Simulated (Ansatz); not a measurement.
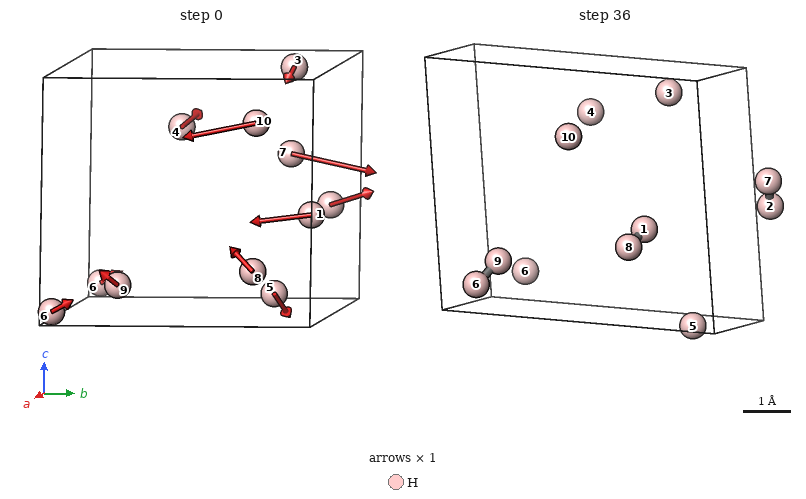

The structure of an amorphous cell of composition H (coarse preliminary run) before (left) and after (right) a relaxation, at one scale. The red arrows give the displacements (the part carried along by the change of the cell is left out), at their true length.

Style: ball-and-stick. Shown: the cell of the calculation, slightly off an axis.

Case: atoms packed at random at 1.08 times the crystal's volume.

Computed with Ansatz, DFT PBE, scalar-relativistic, plane waves, PAW.

Input
```yaml
crystal:
  lattice:
    - [5.384212, -0.307394, -0.210077]
    - [-0.307394, 5.889338, 0.029416]
    - [-0.210077, 0.029416, 5.381299]
  atoms:
    - { symbol: H, position: [0.7805247244, 0.9596771513, 0.4279822167] }
    - { symbol: H, position: [0.2159652275, 0.9287443243, 0.403298488] }
    - { symbol: H, position: [0.303359091, 0.8026665474, 0.9681493369] }
    - { symbol: H, position: [0.1725065013, 0.3667611592, 0.7087082037] }
    - { symbol: H, position: [0.6214152452, 0.7980550114, 0.0908722256] }
    - { symbol: H, position: [0.0025245466, 0.044679779, 0.0561511356] }
    - { symbol: H, position: [0.4254293922, 0.8179670846, 0.6328351136] }
    - { symbol: H, position: [0.9603899922, 0.7787458852, 0.2185848071] }
    - { symbol: H, position: [0.8984857047, 0.2691098964, 0.1533409665] }
    - { symbol: H, position: [0.9243896546, 0.7768373487, 0.8140164685] }
  symmetry: { detect: false }
basis:
  ecutwfc: 420
kpoints:
  mp_grid: { grid: [2, 2, 2], shift: [0.5, 0.5, 0.5] }
hamiltonian:
  xc: pbe
scf:
  occupations: { method: gaussian, width: 0.1 }
  lower_state_search: "off"
output:
  forces: true
  stress: true
  eigenvalues: true
relax:
  adjacent_minimum: "off"
  f_tol: 0.04
  max_steps: 70
  cell: { stress_tol: 0.3 }
```

Launched with:
```bash
ansatz run input.yaml --threads 2 --pin off --max-ram 4096MiB --backend cpu --events-out ev --progress --plain --runs-dir out
```

**What changed between the two?**

The energy falls by 1896 meV per atom in 31 accepted moves (36 points after the start). The largest force component goes from 2.3 to 0.026 eV/Å. The pressure goes from −8.98 to 0.10 GPa. The line search rejected the trial steps at points 6, 14, 18, 27 of the run. The SCF was repeated once at an unchanged geometry on a basis and grid sized afresh for the cell, which shifted the energy by 0.7 meV per atom at most. The atom that moves furthest relative to the cell is H7 (1.95 Å roughly along +b). Cell: a 5.397 → 5.104 Å (−5.4 %), b 5.897 → 5.949 Å (+0.9 %), c 5.385 → 5.522 Å (+2.5 %), α 89.3° → 98.5°, β 94.5° → 87.5°, γ 96.3° → 97.5°. Volume −3.2 %. Among the contacts that change: H4–H10 2.970 → 0.750 Å, H1–H8 1.944 → 0.750 Å, H3–H5 1.794 → 0.751 Å, H2–H7 1.776 → 0.752 Å. New bonds form: H1–H8 (1.94 → 0.75 Å), H2–H7 (1.78 → 0.75 Å), H3–H5 (1.79 → 0.75 Å), H4–H10 (2.97 → 0.75 Å).

Limits of the set-up: the periodic images lie only 5.4 Å apart, so the values are limited by the cell's size.
